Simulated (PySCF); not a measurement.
# C₃H₄N₂: field gradients at the nuclei

How much do the quadrupole couplings of C₃H₄N₂ depend on the level of theory? Each job file holds the settings and the coordinates that a driver script hands to the program.

Program: PySCF 2.14.0, density-fitted response routines. Level of theory: the levels named in each step. These are calculated values, not measurements.

**1. The structure to begin with**

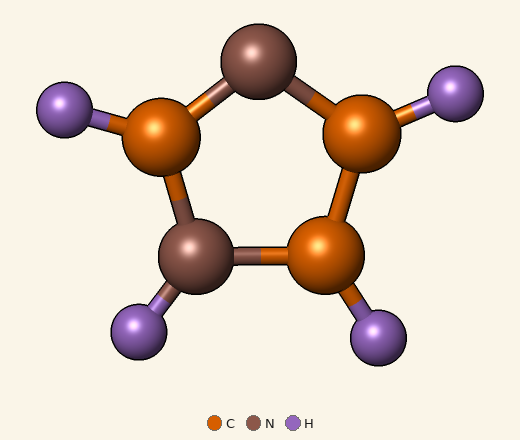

Start, viewed from a chosen angle; carbon orange, nitrogen brown, hydrogen purple.

As a file:

```xyz
9

C    -0.8909   -0.7364    0.0273
C    -0.9721    0.5995   -0.2377
N     0.3098    1.0678   -0.1642
C     1.0946    0.0051    0.1379
N     0.4007   -1.0890    0.2583
H    -1.6751   -1.4649    0.0672
H    -1.8031    1.2339   -0.4667
H     0.6040    2.0205   -0.3041
H     2.1571    0.0757    0.2597
```

**2. Geometry, PBE0-D3(BJ)/def2-TZVP**

The input, job.txt:

```
{"job": {"xc": "PBE0", "basis": "def2-TZVP", "d3": "d3bj", "grid": 2, "kind": "geom"}, "charge": 0, "multiplicity": 1}
C     -0.890910    -0.736420     0.027310
C     -0.972110     0.599460    -0.237700
N      0.309840     1.067810    -0.164220
C      1.094570     0.005130     0.137890
N      0.400700    -1.088980     0.258330
H     -1.675060    -1.464920     0.067170
H     -1.803090     1.233860    -0.466680
H      0.603960     2.020490    -0.304080
H      2.157070     0.075710     0.259730
```

The log of the run:

```text
step   0  E = -226.04833080  max force = 0.006946
step   1  E = -226.04693266  max force = 0.023358
step   2  E = -226.04846057  max force = 0.009008
step   3  E = -226.04871218  max force = 0.001364
step   4  E = -226.04872143  max force = 0.001372
step   5  E = -226.04872678  max force = 0.000823
step   6  E = -226.04872917  max force = 0.000105
optimisation converged
```

It took 42 s on 4 threads of Arm Neoverse V2, shared host; peak memory 0.75 GiB.

It ended at:

```xyz
9

C    -0.8915   -0.7384    0.0274
C    -0.9779    0.5983   -0.2385
N     0.3087    1.0601   -0.1627
C     1.1016    0.0030    0.1400
N     0.4079   -1.0980    0.2615
H    -1.6927   -1.4601    0.0629
H    -1.8095    1.2432   -0.4681
H     0.6075    2.0087   -0.3032
H     2.1709    0.0953    0.2586
```

**3. Field gradients, PBE0/pcJ-2**

The input, job.txt:

```
{"job": {"kind": "efgt", "xc": "PBE0", "basis": "pcJ-2"}, "charge": 0, "multiplicity": 1}
C     -0.891471    -0.738372     0.027363
C     -0.977934     0.598315    -0.238543
N      0.308738     1.060117    -0.162720
C      1.101563     0.003020     0.140024
N      0.407878    -1.098041     0.261488
H     -1.692673    -1.460056     0.062859
H     -1.809520     1.243240    -0.468133
H      0.607498     2.008661    -0.303211
H      2.170890     0.095256     0.258623
```

The log of the run:

```text
coarse grid: 7864 points
cycle   1  E = -226.0108551538  dE =  1.003e+00  |g| = 4.042e-01  |ddm| = 2.052e+00
cycle   2  E = -225.9397482735  dE =  7.111e-02  |g| = 6.920e-01  |ddm| = 1.013e+00
cycle   3  E = -226.0531784065  dE = -1.134e-01  |g| = 9.570e-02  |ddm| = 6.617e-01
cycle   4  E = -226.0547168828  dE = -1.538e-03  |g| = 4.282e-02  |ddm| = 6.788e-02
cycle   5  E = -226.0550953242  dE = -3.784e-04  |g| = 1.054e-02  |ddm| = 3.011e-02
cycle   6  E = -226.0551165709  dE = -2.125e-05  |g| = 4.586e-03  |ddm| = 8.312e-03
cycle   7  E = -226.0551213373  dE = -4.766e-06  |g| = 4.952e-04  |ddm| = 2.651e-03
final grid: 109392 points
cycle   8  E = -226.0529937406  dE = -1.318e-04  |g| = 7.672e-03  |ddm| = 3.778e-02
cycle   9  E = -226.0529890357  dE =  4.705e-06  |g| = 8.755e-03  |ddm| = 1.056e-02
cycle  10  E = -226.0530055301  dE = -1.649e-05  |g| = 1.068e-03  |ddm| = 5.950e-03
cycle  11  E = -226.0530056747  dE = -1.446e-07  |g| = 6.482e-04  |ddm| = 8.524e-04
cycle  12  E = -226.0530057584  dE = -8.373e-08  |g| = 1.640e-04  |ddm| = 4.114e-04
cycle  13  E = -226.0530057634  dE = -4.988e-09  |g| = 5.940e-05  |ddm| = 1.289e-04
cycle  14  E = -226.0530057642  dE = -7.556e-10  |g| = 6.401e-06  |ddm| = 3.285e-05
converged SCF energy = -226.0530057642

Field-gradient tensors (au): xx yy zz xy xz yz
  0 C    -0.00498   -0.13926    0.14425   -0.07663   -0.00564    0.04606
  1 C     0.14412   -0.18242    0.03830    0.12600   -0.01233    0.06050
  2 N     0.23508    0.26716   -0.50224    0.05077    0.08978   -0.14614
  3 C    -0.14346    0.04179    0.10167   -0.14651   -0.00313   -0.00762
  4 N     0.26982   -0.71362    0.44381    0.37474   -0.10211    0.28083
  5 H     0.10522    0.05598   -0.16120    0.21930   -0.00765   -0.01377
  6 H     0.12646    0.02055   -0.14700   -0.20354    0.07661   -0.06218
  7 H    -0.11938    0.32842   -0.20904    0.15894   -0.01675   -0.08357
  8 H     0.28815   -0.13093   -0.15723    0.03942    0.05006   -0.00125
```

Wall time 14 s (4 threads of Arm Neoverse V2, shared host); peak memory 1.3 GiB.

**4. Field gradients, PBE/def2-TZVPP**

job.txt: that of step 3 with these lines changed.

```diff
@@ -1,2 +1,2 @@
-{"job": {"kind": "efgt", "xc": "PBE0", "basis": "pcJ-2"}, "charge": 0, "multiplicity": 1}
+{"job": {"kind": "efgt", "xc": "PBE", "basis": "def2-TZVPP"}, "charge": 0, "multiplicity": 1}
 C     -0.891471    -0.738372     0.027363
```

The log of the run:

```text
coarse grid: 7864 points
cycle   1  E = -225.9840623708  dE =  8.317e-01  |g| = 4.905e-01  |ddm| = 2.413e+00
cycle   2  E = -225.7237406541  dE =  2.603e-01  |g| = 1.121e+00  |ddm| = 2.370e+00
cycle   3  E = -226.0377786002  dE = -3.140e-01  |g| = 2.368e-01  |ddm| = 2.004e+00
cycle   4  E = -226.0491790827  dE = -1.140e-02  |g| = 7.668e-02  |ddm| = 1.768e-01
cycle   5  E = -226.0502577259  dE = -1.079e-03  |g| = 3.270e-02  |ddm| = 6.438e-02
cycle   6  E = -226.0504870772  dE = -2.294e-04  |g| = 1.200e-02  |ddm| = 2.810e-02
cycle   7  E = -226.0505213338  dE = -3.426e-05  |g| = 1.730e-03  |ddm| = 8.295e-03
cycle   8  E = -226.0505219168  dE = -5.830e-07  |g| = 6.578e-04  |ddm| = 1.318e-03
final grid: 109392 points
cycle   9  E = -226.0350932886  dE = -7.294e-05  |g| = 1.068e-02  |ddm| = 8.926e-02
cycle  10  E = -226.0350594683  dE =  3.382e-05  |g| = 1.579e-02  |ddm| = 2.488e-02
cycle  11  E = -226.0351170371  dE = -5.757e-05  |g| = 2.792e-03  |ddm| = 1.644e-02
cycle  12  E = -226.0351184377  dE = -1.401e-06  |g| = 1.177e-03  |ddm| = 2.284e-03
cycle  13  E = -226.0351187019  dE = -2.642e-07  |g| = 4.163e-04  |ddm| = 8.935e-04
cycle  14  E = -226.0351187400  dE = -3.811e-08  |g| = 9.443e-05  |ddm| = 3.245e-04
cycle  15  E = -226.0351187418  dE = -1.727e-09  |g| = 3.496e-05  |ddm| = 7.876e-05
cycle  16  E = -226.0351187421  dE = -3.136e-10  |g| = 4.104e-06  |ddm| = 2.537e-05
converged SCF energy = -226.0351187421

Field-gradient tensors (au): xx yy zz xy xz yz
  0 C    -0.00449   -0.13487    0.13936   -0.07726   -0.00480    0.04413
  1 C     0.14719   -0.17782    0.03063    0.12462   -0.01061    0.05787
  2 N     0.22111    0.26210   -0.48322    0.05380    0.08473   -0.14086
  3 C    -0.13399    0.05492    0.07907   -0.14613    0.00111   -0.01476
  4 N     0.26278   -0.68127    0.41849    0.35292   -0.09518    0.26634
  5 H     0.10723    0.05719   -0.16442    0.22392   -0.00786   -0.01404
  6 H     0.12918    0.02016   -0.14934   -0.20821    0.07820   -0.06322
  7 H    -0.12427    0.33611   -0.21185    0.16326   -0.01781   -0.08502
  8 H     0.29490   -0.13380   -0.16111    0.03990    0.05135   -0.00142
```

Wall time 8.2 s (4 threads of Arm Neoverse V2, shared host); peak memory 1.3 GiB.

**5. Field gradients, B3LYP/def2-TZVPP**

job.txt: that of step 4 with these lines changed.

```diff
@@ -1,2 +1,2 @@
-{"job": {"kind": "efgt", "xc": "PBE", "basis": "def2-TZVPP"}, "charge": 0, "multiplicity": 1}
+{"job": {"kind": "efgt", "xc": "B3LYP", "basis": "def2-TZVPP"}, "charge": 0, "multiplicity": 1}
 C     -0.891471    -0.738372     0.027363
```

The log of the run:

```text
coarse grid: 7864 points
cycle   1  E = -226.2660211104  dE =  9.656e-01  |g| = 4.320e-01  |ddm| = 2.386e+00
cycle   2  E = -226.1650517169  dE =  1.010e-01  |g| = 7.873e-01  |ddm| = 1.292e+00
cycle   3  E = -226.3139752659  dE = -1.489e-01  |g| = 1.188e-01  |ddm| = 9.185e-01
cycle   4  E = -226.3164954517  dE = -2.520e-03  |g| = 4.879e-02  |ddm| = 9.094e-02
cycle   5  E = -226.3169830111  dE = -4.876e-04  |g| = 1.370e-02  |ddm| = 3.693e-02
cycle   6  E = -226.3170204036  dE = -3.739e-05  |g| = 5.461e-03  |ddm| = 1.103e-02
cycle   7  E = -226.3170270953  dE = -6.692e-06  |g| = 6.060e-04  |ddm| = 3.604e-03
final grid: 109392 points
cycle   8  E = -226.3097238873  dE = -4.665e-05  |g| = 5.557e-03  |ddm| = 7.207e-02
cycle   9  E = -226.3097192049  dE =  4.682e-06  |g| = 7.225e-03  |ddm| = 1.052e-02
cycle  10  E = -226.3097303830  dE = -1.118e-05  |g| = 8.203e-04  |ddm| = 5.764e-03
cycle  11  E = -226.3097304978  dE = -1.148e-07  |g| = 3.729e-04  |ddm| = 6.277e-04
cycle  12  E = -226.3097305257  dE = -2.791e-08  |g| = 1.145e-04  |ddm| = 2.618e-04
cycle  13  E = -226.3097305280  dE = -2.324e-09  |g| = 4.970e-05  |ddm| = 1.070e-04
cycle  14  E = -226.3097305286  dE = -5.353e-10  |g| = 8.070e-06  |ddm| = 3.348e-05
converged SCF energy = -226.3097305286

Field-gradient tensors (au): xx yy zz xy xz yz
  0 C    -0.01220   -0.15346    0.16565   -0.08009   -0.00887    0.05274
  1 C     0.14661   -0.19912    0.05251    0.13209   -0.01523    0.06751
  2 N     0.22535    0.26977   -0.49512    0.05346    0.08701   -0.14478
  3 C    -0.15493    0.03807    0.11686   -0.15582   -0.00485   -0.00510
  4 N     0.25701   -0.73166    0.47465    0.37528   -0.10814    0.29069
  5 H     0.10585    0.05626   -0.16211    0.21972   -0.00752   -0.01396
  6 H     0.12704    0.02055   -0.14759   -0.20403    0.07686   -0.06236
  7 H    -0.12061    0.33117   -0.21056    0.16031   -0.01696   -0.08422
  8 H     0.28935   -0.13102   -0.15833    0.03946    0.05036   -0.00146
```

It took 7 s on 4 threads of Arm Neoverse V2, shared host; peak memory 1.3 GiB.

**6. Field gradients, CAM-B3LYP/def2-TZVPP**

job.txt: that of step 5 with these lines changed.

```diff
@@ -1,2 +1,2 @@
-{"job": {"kind": "efgt", "xc": "B3LYP", "basis": "def2-TZVPP"}, "charge": 0, "multiplicity": 1}
+{"job": {"kind": "efgt", "xc": "CAM-B3LYP", "basis": "def2-TZVPP"}, "charge": 0, "multiplicity": 1}
 C     -0.891471    -0.738372     0.027363
```

The log of the run:

```text
coarse grid: 7864 points
cycle   1  E = -226.1544633644  dE =  1.140e+00  |g| = 4.140e-01  |ddm| = 2.363e+00
cycle   2  E = -226.1302002446  dE =  2.426e-02  |g| = 5.716e-01  |ddm| = 7.967e-01
cycle   3  E = -226.2011355700  dE = -7.094e-02  |g| = 5.837e-02  |ddm| = 4.524e-01
cycle   4  E = -226.2016741778  dE = -5.386e-04  |g| = 3.090e-02  |ddm| = 5.597e-02
cycle   5  E = -226.2018647212  dE = -1.905e-04  |g| = 8.189e-03  |ddm| = 2.432e-02
cycle   6  E = -226.2018793375  dE = -1.462e-05  |g| = 2.295e-03  |ddm| = 7.224e-03
cycle   7  E = -226.2018806666  dE = -1.329e-06  |g| = 6.961e-04  |ddm| = 2.477e-03
final grid: 109392 points
cycle   8  E = -226.1956385858  dE = -3.571e-05  |g| = 3.739e-03  |ddm| = 5.810e-02
cycle   9  E = -226.1956390374  dE = -4.516e-07  |g| = 3.508e-03  |ddm| = 6.342e-03
cycle  10  E = -226.1956414994  dE = -2.462e-06  |g| = 3.974e-04  |ddm| = 2.184e-03
cycle  11  E = -226.1956415245  dE = -2.511e-08  |g| = 2.235e-04  |ddm| = 3.411e-04
cycle  12  E = -226.1956415346  dE = -1.006e-08  |g| = 4.917e-05  |ddm| = 1.718e-04
cycle  13  E = -226.1956415350  dE = -4.593e-10  |g| = 2.667e-05  |ddm| = 4.339e-05
converged SCF energy = -226.1956415350

Field-gradient tensors (au): xx yy zz xy xz yz
  0 C    -0.01504   -0.15784    0.17289   -0.08094   -0.01006    0.05496
  1 C     0.14384   -0.20418    0.06033    0.13393   -0.01703    0.07035
  2 N     0.23004    0.26600   -0.49604    0.05046    0.08831   -0.14466
  3 C    -0.16317    0.02891    0.13425   -0.15747   -0.00797    0.00001
  4 N     0.25529   -0.74438    0.48909    0.38393   -0.11207    0.29732
  5 H     0.10610    0.05622   -0.16232    0.22064   -0.00764   -0.01387
  6 H     0.12720    0.02052   -0.14772   -0.20485    0.07706   -0.06250
  7 H    -0.12085    0.33210   -0.21125    0.16069   -0.01697   -0.08448
  8 H     0.29015   -0.13207   -0.15808    0.03958    0.05040   -0.00118
```

It took 7.3 s on 4 threads of Arm Neoverse V2, shared host; peak memory 1.3 GiB.

**7. Field gradients, HF/def2-TZVPP**

job.txt: that of step 6 with these lines changed.

```diff
@@ -1,2 +1,2 @@
-{"job": {"kind": "efgt", "xc": "CAM-B3LYP", "basis": "def2-TZVPP"}, "charge": 0, "multiplicity": 1}
+{"job": {"kind": "efgt", "xc": "HF", "basis": "def2-TZVPP"}, "charge": 0, "multiplicity": 1}
 C     -0.891471    -0.738372     0.027363
```

The log of the run:

```text
final grid: 109392 points
cycle   1  E = -224.8238357753  dE =  1.606e+00  |g| = 5.000e-01  |ddm| = 2.303e+00
cycle   2  E = -224.8827714717  dE = -5.894e-02  |g| = 2.992e-01  |ddm| = 5.225e-01
cycle   3  E = -224.9012083233  dE = -1.844e-02  |g| = 8.336e-02  |ddm| = 2.215e-01
cycle   4  E = -224.9033216791  dE = -2.113e-03  |g| = 1.713e-02  |ddm| = 8.570e-02
cycle   5  E = -224.9034347244  dE = -1.130e-04  |g| = 5.816e-03  |ddm| = 2.479e-02
cycle   6  E = -224.9034528714  dE = -1.815e-05  |g| = 2.644e-03  |ddm| = 9.144e-03
cycle   7  E = -224.9034576534  dE = -4.782e-06  |g| = 8.962e-04  |ddm| = 5.144e-03
cycle   8  E = -224.9034582067  dE = -5.533e-07  |g| = 3.342e-04  |ddm| = 1.479e-03
cycle   9  E = -224.9034583000  dE = -9.328e-08  |g| = 1.205e-04  |ddm| = 6.660e-04
cycle  10  E = -224.9034583148  dE = -1.476e-08  |g| = 4.761e-05  |ddm| = 3.247e-04
cycle  11  E = -224.9034583164  dE = -1.631e-09  |g| = 1.747e-05  |ddm| = 8.972e-05
cycle  12  E = -224.9034583166  dE = -2.512e-10  |g| = 5.688e-06  |ddm| = 3.694e-05
converged SCF energy = -224.9034583166

Field-gradient tensors (au): xx yy zz xy xz yz
  0 C    -0.03882   -0.18445    0.22327   -0.07283   -0.02165    0.07157
  1 C     0.12142   -0.23436    0.11294    0.13038   -0.02650    0.08652
  2 N     0.24862    0.28295   -0.53158    0.04318    0.09704   -0.15618
  3 C    -0.20757   -0.03756    0.24513   -0.16610   -0.02725    0.03442
  4 N     0.25161   -0.79401    0.54240    0.41385   -0.12585    0.32196
  5 H     0.10856    0.05737   -0.16594    0.22458   -0.00761   -0.01429
  6 H     0.12974    0.02171   -0.15145   -0.20817    0.07855   -0.06395
  7 H    -0.11738    0.33485   -0.21747    0.16103   -0.01573   -0.08623
  8 H     0.29399   -0.13498   -0.15901    0.04039    0.05085   -0.00070
```

Wall time 1.8 s (4 threads of Arm Neoverse V2, shared host); peak memory 1.3 GiB.

**8. The levels side by side**

Largest principal value Vzz, in atomic units:

| atom | PBE0/pcJ-2 | PBE/def2-TZVPP | B3LYP/def2-TZVPP | CAM-B3LYP/def2-TZVPP | HF/def2-TZVPP |
| --- | --- | --- | --- | --- | --- |
| C1 | -0.1789 | -0.1754 | -0.1951 | -0.2001 | 0.2397 |
| C2 | -0.2389 | -0.2330 | -0.2590 | -0.2657 | -0.2970 |
| N3 | -0.5413 | -0.5206 | -0.5336 | -0.5346 | -0.5735 |
| C4 | -0.2243 | -0.2137 | -0.2418 | -0.2517 | -0.3092 |
| N5 | -0.9062 | -0.8611 | -0.9266 | -0.9451 | -1.0146 |
| H6 | 0.3018 | 0.3080 | 0.3026 | 0.3037 | 0.3095 |
| H7 | 0.3053 | 0.3118 | 0.3062 | 0.3072 | 0.3129 |
| H8 | 0.3911 | 0.4003 | 0.3943 | 0.3954 | 0.3986 |
| H9 | 0.2973 | 0.3042 | 0.2985 | 0.2993 | 0.3033 |
| CPU time | 16 s | 16 s | 8.2 s | 8.9 s | 2.4 s |

Couplings eQVzz/h in MHz (234.9647 × Q in barn × Vzz), with Q = 0.02044 (14N), 0.00285783 (2H):

| nucleus | PBE0/pcJ-2 | PBE/def2-TZVPP | B3LYP/def2-TZVPP | CAM-B3LYP/def2-TZVPP | HF/def2-TZVPP |
| --- | --- | --- | --- | --- | --- |
| 14N (atom 3) | -2.600 | -2.500 | -2.563 | -2.568 | -2.754 |
| 14N (atom 5) | -4.352 | -4.136 | -4.450 | -4.539 | -4.873 |
| 2H (atom 6) | 0.203 | 0.207 | 0.203 | 0.204 | 0.208 |
| 2H (atom 7) | 0.205 | 0.209 | 0.206 | 0.206 | 0.210 |
| 2H (atom 8) | 0.263 | 0.269 | 0.265 | 0.266 | 0.268 |
| 2H (atom 9) | 0.200 | 0.204 | 0.200 | 0.201 | 0.204 |

**9. What came out**

| quantity | value |
| --- | --- |
| coupling of 14N (atom 3), PBE0/pcJ-2 | -2.600 MHz |
| coupling of 14N (atom 5), PBE0/pcJ-2 | -4.352 MHz |
| coupling of 2H (atom 6), PBE0/pcJ-2 | 0.203 MHz |
| coupling of 2H (atom 7), PBE0/pcJ-2 | 0.205 MHz |
| coupling of 2H (atom 8), PBE0/pcJ-2 | 0.263 MHz |

What this shows: The largest coupling, that of 14N, runs from -4.873 (HF/def2-TZVPP) to -4.136 MHz (PBE/def2-TZVPP). The gradients are non-relativistic, at the equilibrium geometry and in principal axes; measured couplings hold vibrational averaging and refer to the inertial axes. The def2 sets are stiff near the nuclei, which limits their accuracy.
